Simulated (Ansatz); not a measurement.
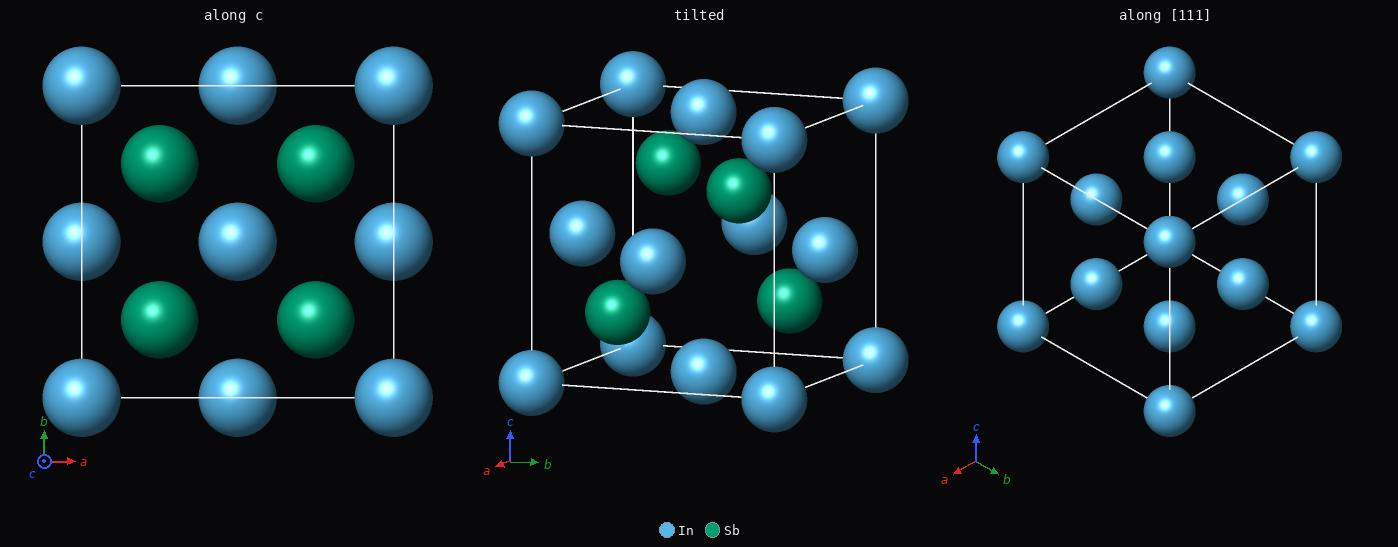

Shown here is a spheres-only view of the crystal, taken along the c axis, slightly off an axis and along [111]. The parallelepiped is the conventional unit cell.

What can be read from this drawing?

- The solid is InSb.
- The atoms follow space group F-43m (No. 216); the Bravais lattice is face-centred cubic.
- Prototype: zinc blende (sphalerite type).
- Cell content: 4 In, 4 Sb, that is 4 formula units.
- Each In atom has four Sb in a tetrahedral arrangement around it. Sb is surrounded by four In in a tetrahedral arrangement.

Starting structure: a structure listed in the Materials Project. Earlier steps of the study may have refined or changed the cell and positions. A calculation with Ansatz used it as input.

At this level of theory the cell isn't at rest (compressed, at 15 GPa), so its distances can differ from those at equilibrium, the more so the softer the solid.
